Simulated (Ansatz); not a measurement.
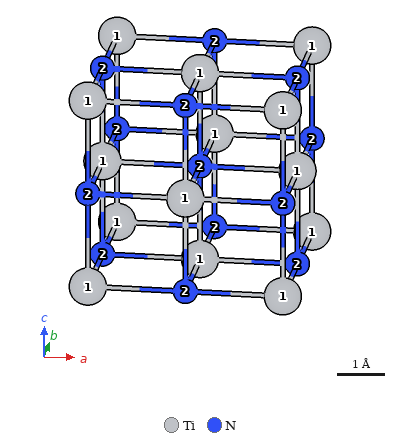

The input geometry (ball-and-stick view of the cell 4 times as large as that of the calculation, set on its symmetry axes, seen at an oblique angle; atoms are numbered from 1 in the order of the input). An atom can appear more than once, as a periodic image. Near neighbours in the periodic cell (some may lie outside the picture): Ti has 6 N at 2.12 Å; N has 6 Ti at 2.12 Å.

TiN: single-point calculation

- system: TiN (Fm-3m, 2 atoms in the cell)
- method: DFT, PBE, PAW with Ansatz's default frozen-core files, fully relativistic files with spin-orbit coupling (Ansatz 0.2.0)

The structure derives from an entry of the Crystallography Open Database. It belongs to a series of runs on one base structure; here: spin-orbit coupling on, PAW files. Figures and captions count atoms from 1; the log counts them from 0 in places.

## What the program printed
```
Engine: ansatz 0.2.0, x86_64-unknown-linux-gnu
Pseudopotentials: kind: paw_fr
Pseudopotential: Ti, paw_fr, valence charge 12, recommended cutoff 420 eV (normal), Ti.paw.azcp#standard-fr
Pseudopotential: N, paw_fr, valence charge 5, recommended cutoff 420 eV (normal), N.paw.azcp#standard-fr
Functional definition: PBE
  parameter kappa = 0.804
  parameter beta = 0.06672455060314922
  exchange = pbe_x(kappa = kappa, mu = beta*pi^2/3)
  correlation = pbe_c(beta = beta)
non-collinear run that drives no moment, with spin-orbit: no starting moment large enough to seed its density (crystal.atoms[].spin), no starting occupations that ask for one, no magnetisation constraint and no magnetic field, so the semilocal B_xc is pinned to zero
Crystal: 2 atoms, lattice volume = 19.110 Å³
Basis set: ecut = 420 eV, 339 PW (Γ), exchange–correlation on 48×48×48 points (8 copies of the dense FFT grid, shifted against one another)
Bands: 26, of which v1, the nominal top of the filled ones, is band 17 counted from 1 (16 counted from 0)
Symmetry: 48 space group operations + 48 with time reversal
Magnetic group: BNS 225.117 (UNI 1619), of the structure as read, at distance tolerance 2.7e-5 Å
k-points: 84 of 2197
Projection manifold: j_resolved (fully-relativistic pseudo-atomic orbitals)
Non-local potential: Ti, projectors of the file, l = 0: 3, l = 1: 4, l = 2: 6, l = 3: 2
Non-local potential: N, projectors of the file, l = 0: 2, l = 1: 4, l = 2: 2
PAW form: soft (Blöchl's): semilocal exchange-correlation on the pseudo side does not see the compensation charge
PAW one-centre angular grid: Ti, 590 points (default); XC on 96 Gauss nodes
PAW one-centre angular grid: N, 110 points (default); XC on 64 Gauss nodes
Initial density: superposition of atomic densities (chi_scale 0.1, normalization cell, long waves kept (reshape's long-wave potential 0.00 eV rms))
Initial wavefunctions: pseudopotential atomic-orbital guess
Functional: x = pbe(κ = 0.804, μ = 0.2195149727645171), c = pbe(β = 0.06672455060314922)
SCF iter   1: F=—  HF=-2887.439298 eV  |F-HF|=—  |Δ(HF+E_count)|=         —  Δρ=7.65e-2  dr2=1.41e0  dr2_m=0.00e0 (ungated)  ethr=3.10e-3  |M|=0.00e0 ∫|m|=0.00e0 μB  |m|>n=0.0e0 m-floor=0.0e0 τ_xc=0.0e0  β_m=0.30  ⟨swp⟩=6.6  Hψ=5377  notcnv=0
preconditioner: auto → none  [metal: Δε(μ)=0.017 eV  Ē_g=10.276 eV  σ=0.050 eV  W_gap=0.08  n_scr=8 (ndim 8)  ℏωp=25.5 eV  f_vac=0.000  D(μ)=0.82/eV (n_scr^D=8)  sad-step TF]
SCF iter   2: F=—  HF=-2887.212319 eV  |F-HF|=—  |Δ(HF+E_count)|=   2.27e-1  Δρ=3.63e-2  dr2=2.66e-1  dr2_m=0.00e0 (ungated)  ethr=3.10e-3  |M|=0.00e0 ∫|m|=0.00e0 μB  |m|>n=0.0e0 m-floor=0.0e0 τ_xc=0.0e0  β_m=0.40  ⟨swp⟩=2.1  Hψ=1720  notcnv=0  defer=184
SCF iter   3: F=—  HF=-2887.181113 eV  |F-HF|=—  |Δ(HF+E_count)|=   3.12e-2  Δρ=1.66e-2  dr2=2.20e-2  dr2_m=0.00e0 (ungated)  ethr=1.57e-3  |M|=0.00e0 ∫|m|=0.00e0 μB  |m|>n=0.0e0 m-floor=0.0e0 τ_xc=0.0e0  β_m=0.66  ⟨swp⟩=2.1  Hψ=1529  notcnv=0  defer=184
SCF iter   4: F=—  HF=-2887.183702 eV  |F-HF|=—  |Δ(HF+E_count)|=   2.59e-3  Δρ=1.63e-3  dr2=5.87e-4  dr2_m=0.00e0 (ungated)  ethr=1.29e-4  |M|=0.00e0 ∫|m|=0.00e0 μB  |m|>n=0.0e0 m-floor=0.0e0 τ_xc=0.0e0  β_m=0.75  ⟨swp⟩=2.9  Hψ=1743  notcnv=0  defer=186
SCF iter   5: F=—  HF=-2887.183631 eV  |F-HF|=—  |Δ(HF+E_count)|=   7.11e-5  Δρ=5.20e-4  dr2=5.55e-5  dr2_m=0.00e0 (ungated)  ethr=3.45e-6  |M|=0.00e0 ∫|m|=0.00e0 μB  |m|>n=0.0e0 m-floor=0.0e0 τ_xc=0.0e0  β_m=0.69  ⟨swp⟩=2.1  Hψ=1418  notcnv=0  defer=186
SCF iter   6: F=—  HF=-2887.183623 eV  |F-HF|=—  |Δ(HF+E_count)|=   7.99e-6  Δρ=1.26e-4  dr2=2.82e-6  dr2_m=0.00e0 (ungated)  ethr=3.27e-7  |M|=0.00e0 ∫|m|=0.00e0 μB  |m|>n=0.0e0 m-floor=0.0e0 τ_xc=0.0e0  β_m=0.72  ⟨swp⟩=1.8  Hψ=1283  notcnv=0  defer=186
SCF iter   7: F=-2887.183623 eV  HF=-2887.183623 eV  |F-HF|=1.14e-8  |Δ(HF+E_count)|=   1.52e-7  Δρ=1.15e-5  dr2=1.79e-8  dr2_m=0.00e0 (ungated)  ethr=5.88e-10  |M|=0.00e0 ∫|m|=0.00e0 μB  |m|>n=0.0e0 m-floor=0.0e0 τ_xc=0.0e0  ⟨swp⟩=9.7  Hψ=6508  notcnv=0
SCF 1 converged in 7 iterations: F = -2887.183623 eV  dr2 = 1.79e-8
  greatest PAW one-centre occupation: 0.999 electrons in one spin orbital (limit 2), on the Ti atom at site 0 (counted from 0), in its partial waves of l = 0
```

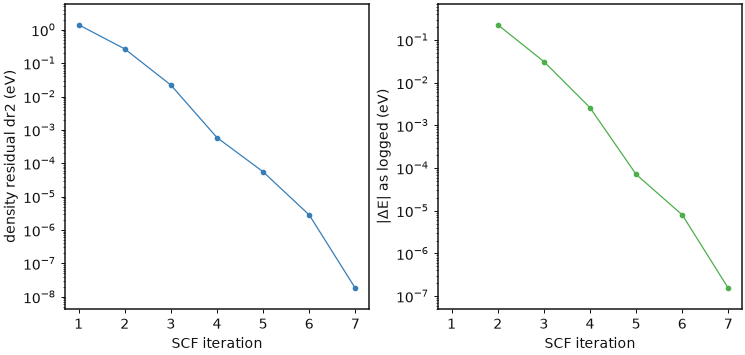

Convergence of the self-consistent field: density residual dr2 and size of the energy change against the SCF iteration. The residual falls at every step.

```
NSCF: frozen V_eff on 36 k-points
SCF converged after 7 iterations
Magnetization: |M| = 0.0000 μB,  M = (+0.0000, +0.0000, +0.0000) μB
Absolute magnetization: 0.0000 μB (∫|m|)
  site 0: m = (+0.0000, +0.0000, +0.0000) μB, |m| = 0.0000 μB  (R = 0.88 Å)
  site 1: m = (+0.0000, +0.0000, +0.0000) μB, |m| = 0.0000 μB  (R = 0.88 Å)
Free energy (F): -2887.183623 eV
Harris-Foulkes:  -2887.183623 eV  (|F-HF|=1.14e-8)
Internal energy: -2887.176712 eV  (E = F + TS)
E sigma→0 (E₀):  -2887.180167 eV
Entropy (-TS):   -0.006912 eV (-3.456 meV/atom)
Fermi energy:    17.139883 eV
--- Per-component energies (eV) ---
  E_band       = -92.460319
  E_kinetic    = 406.473303
  E_local      = -789.258873  (includes V_loc(G=0)·N_el)
  E_nonlocal   = 51.272490
  E_hartree    = 314.581481
  E_xc         = -159.807265
  E_vxc        = -201.459237  (∫ρ·V_xc dr)
  E_paw        = -1174.097617  (= ΣΔE_a)
  E_vpaw       = -188.654108  (= ΣTr[D̂ρ^β])
  E_aug_tail   = 0.000216  (compensation charges beyond the density's cutoff)
  E_ewald      = -1536.340447
  E_smearing   = -0.006912  (= −TS)
  E_closure    = 0.000000  (closes the sum)
  Σ components = -2887.183623   (vs F -2887.183623, Δ=0.00e0)
--- Forces (eV/Å), atoms counted from 1 ---
  atom   1  Ti    -0.00000000     0.00000000     0.00000000
  atom   2  N      0.00000000     0.00000000     0.00000000
  max |Σ_I F_I| component: 7.69e-30 eV/Å
--- Stress (GPa, compression-positive) ---
        0.553018       0.000000      -0.000000
        0.000000       0.553018      -0.000000
       -0.000000       0.000000       0.553018
  P = ⅓ Tr σ = 0.5530 GPa (5.530 kbar)
--- PAW observables at the nuclei: V_zz in 10²¹ V/m², potentials from the cell's mean, atoms counted from 1 ---
  atom   1  Ti V_zz =    +0.000000   η = 0.0000   by run symmetry: forbidden
            electrostatic potential = -2534.210396 V   contact ρ = 56798.971108 e/Å³
  atom   2  N  V_zz =    +0.000000   η = 0.0000   by run symmetry: forbidden
            electrostatic potential = -522.037783 V   contact ρ = 1414.756099 e/Å³
--- Band table (eV; the first three rows and the last of 84) ---
  k-point 0: bands = ["-40.7293", "-40.7293", "-17.1654", "-17.1654", "-16.5008", "-16.5008", "-16.5008", "-16.5008", "-0.0045", "-0.0045", "15.0329", "15.0329", "15.0672", "15.0672", "15.0672", "15.0672", "16.4870", "16.4870", "16.4870", "16.4870", "16.5127", "16.5127", "17.6926", "17.6926", "17.6926", "17.6926"]
  k-point 1: bands = ["-40.7238", "-40.7238", "-17.1802", "-17.1802", "-16.5280", "-16.5280", "-16.5041", "-16.5041", "0.1108", "0.1108", "14.4191", "14.4191", "14.5782", "14.5782", "14.5924", "14.5924", "16.6545", "16.6545", "16.6622", "16.6622", "16.8090", "16.8090", "18.1911", "18.1911", "18.1914", "18.1914"]
  k-point 2: bands = ["-40.7085", "-40.7085", "-17.2252", "-17.2252", "-16.5977", "-16.5977", "-16.5130", "-16.5130", "0.4399", "0.4399", "13.2028", "13.2028", "13.7449", "13.7449", "13.7536", "13.7536", "16.9929", "16.9929", "16.9964", "16.9964", "17.2444", "17.2444", "19.2393", "19.2393", "19.2397", "19.2397"]
  k-point 83: bands = ["-40.6021", "-40.6021", "-17.4802", "-17.4802", "-16.8823", "-16.8823", "-16.7634", "-16.7634", "1.8772", "1.8772", "11.3330", "11.3330", "11.7215", "11.7215", "11.9003", "11.9003", "17.7553", "17.7553", "18.2870", "18.2870", "19.4928", "19.4928", "20.2529", "20.2529", "21.0590", "21.0590"]
```

## File v_z.tsv
```
# z_ang	v_es[eV]	v_tot[eV]	b_x[eV]	b_y[eV]	b_z[eV]
# format = ansatz-planar-average/11
# xc	pbe
# density_cutoff_ev	1680
# datasets	Ti=:simpson_from_first_knot:soft	N=:simpson_from_first_knot:soft
# lattice	0.000000000	2.122000000	2.122000000
# lattice	2.122000000	0.000000000	2.122000000
# lattice	2.122000000	2.122000000	0.000000000
# sites	2
# site	22	0.000000000	0.000000000	0.000000000
# site	7	2.122000000	2.122000000	2.122000000
0.000000	3.892359e0	-8.968234e0	0.000000e0	0.000000e0	0.000000e0
0.125040	4.054248e0	-8.794459e0	0.000000e0	0.000000e0	0.000000e0
0.250080	4.532328e0	-8.276967e0	0.000000e0	0.000000e0	0.000000e0
0.375120	5.297370e0	-7.439001e0	0.000000e0	0.000000e0	0.000000e0
0.500160	6.316431e0	-6.323552e0	0.000000e0	0.000000e0	0.000000e0
0.625200	7.368203e0	-5.175988e0	0.000000e0	0.000000e0	0.000000e0
0.750240	8.137775e0	-4.324699e0	0.000000e0	0.000000e0	0.000000e0
0.875280	8.511651e0	-3.897354e0	0.000000e0	0.000000e0	0.000000e0
1.000320	8.511249e0	-3.897162e0	0.000000e0	0.000000e0	0.000000e0
1.125360	8.194680e0	-4.271690e0	0.000000e0	0.000000e0	0.000000e0
1.250400	7.673349e0	-4.893175e0	0.000000e0	0.000000e0	0.000000e0
1.375441	7.197640e0	-5.476483e0	0.000000e0	0.000000e0	0.000000e0
1.500481	7.016323e0	-5.707246e0	0.000000e0	0.000000e0	0.000000e0
1.625521	7.197640e0	-5.476483e0	0.000000e0	0.000000e0	0.000000e0
1.750561	7.673349e0	-4.893175e0	0.000000e0	0.000000e0	0.000000e0
1.875601	8.194680e0	-4.271690e0	0.000000e0	0.000000e0	0.000000e0
2.000641	8.511249e0	-3.897162e0	0.000000e0	0.000000e0	0.000000e0
2.125681	8.511651e0	-3.897354e0	0.000000e0	0.000000e0	0.000000e0
2.250721	8.137775e0	-4.324699e0	0.000000e0	0.000000e0	0.000000e0
2.375761	7.368203e0	-5.175988e0	0.000000e0	0.000000e0	0.000000e0
2.500801	6.316431e0	-6.323552e0	0.000000e0	0.000000e0	0.000000e0
2.625841	5.297370e0	-7.439001e0	0.000000e0	0.000000e0	0.000000e0
2.750881	4.532328e0	-8.276967e0	0.000000e0	0.000000e0	0.000000e0
2.875921	4.054248e0	-8.794459e0	0.000000e0	0.000000e0	0.000000e0
```

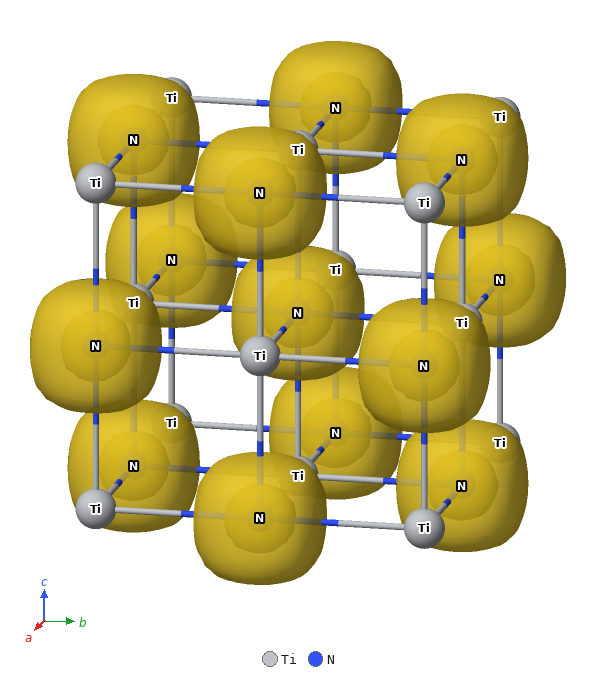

Isosurface of the ELF at 0.7 (yellow), seen slightly off an axis. Only the valence region is drawn (cores and ρ < 0.01 e/Å³ removed). Sticks mark near contacts. The outline is the cell set on symmetry axes. Along the contacts the grid gives the following. Ti–N (2.12 Å): the ELF is about 0.20 at the midpoint; no shared pair; the contact is polar. Core electrons are frozen (PAW), so the fields are smoothed inside the atomic spheres.

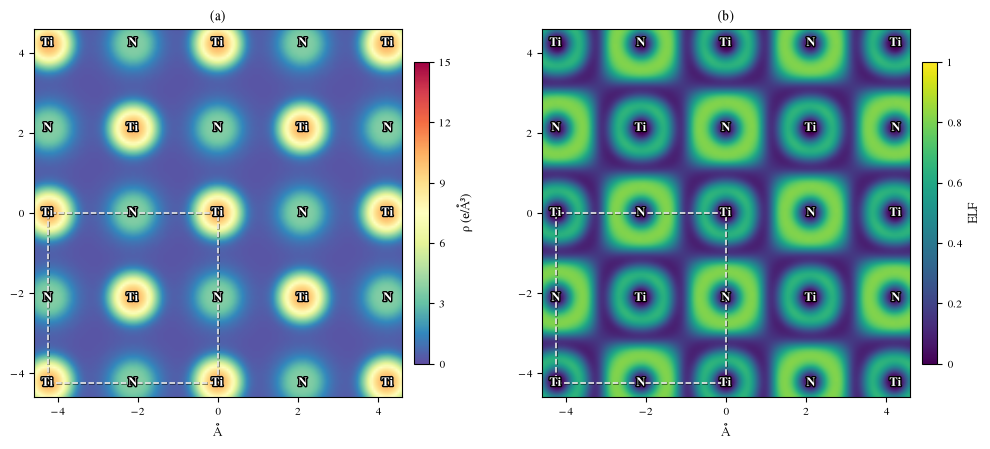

(a) valence pseudo-density; (b) ELF on the (010) plane of the conventional cell. Ti–N (2.12 Å): ρ is about 0.51 e/Å³ halfway; the ELF is about 0.20 at the midpoint (no shared pair; the contact is polar). Away from the nuclei the density in this plane falls to 0.19 e/Å³ at its lowest. The strong features right at Ti lie inside the PAW spheres (semicore, d or f shells) and say nothing about bonding.

The run was set up as follows.

## The input
```yaml
crystal:
  lattice:
    - [0.0, 2.122, 2.122]
    - [2.122, 0.0, 2.122]
    - [2.122, 2.122, 0.0]
  atoms:
    - { symbol: Ti, position: [0.0, 0.0, 0.0] }
    - { symbol: "N", position: [0.5, 0.5, 0.5] }
kpoints:
  mp_grid: { grid: [13, 13, 13] }
  band_path:
    path:
      - [0.0, 0.0, 0.0]
      - [0.5, 0.0, 0.5]
      - [0.625, 0.25, 0.625]
      - [0.375, 0.375, 0.75]
      - [0.0, 0.0, 0.0]
      - [0.5, 0.5, 0.5]
      - [0.5, 0.25, 0.75]
      - [0.5, 0.0, 0.5]
    npoints: 5
scf:
  occupations: { method: fermi_dirac, width: 0.05 }
hamiltonian:
  xc: pbe
  pseudopotentials: { kind: paw_fr }
output:
  forces: true
  stress: true
  eigenvalues: true
  efg: { contact_densities: true }
  write_density: true
  write_potential: true
  elf: true
  volumetric_format: npy
magnetization:
  noncollinear: true
  spin_orbit: true
```

Command:
```bash
ansatz run input.yaml --threads 1 --pin off --max-ram 2048MiB --backend cpu --events-out ev --progress --plain --runs-dir out
```

## Key numbers

```csv
quantity,value
outcome,converged
space group (tolerance 0.01 Å),Fm-3m (225)
electrons treated,17
free energy,−2887.1836 eV
Fermi energy,17.140 eV
net moment of the cell,0.00 μB
integrated absolute moment,0.00 μB
pressure,0.55 GPa
field gradient V_zz (10²¹ V/m²),zero at all sites
largest force (length of the vector),under 0.001 eV/Å
hardware,"1 thread of Intel Xeon @ 2.50GHz (Skylake/Cascade Lake), 32 GiB of memory available, shared host"
wall time,14 s
peak memory,0.55 GiB
```
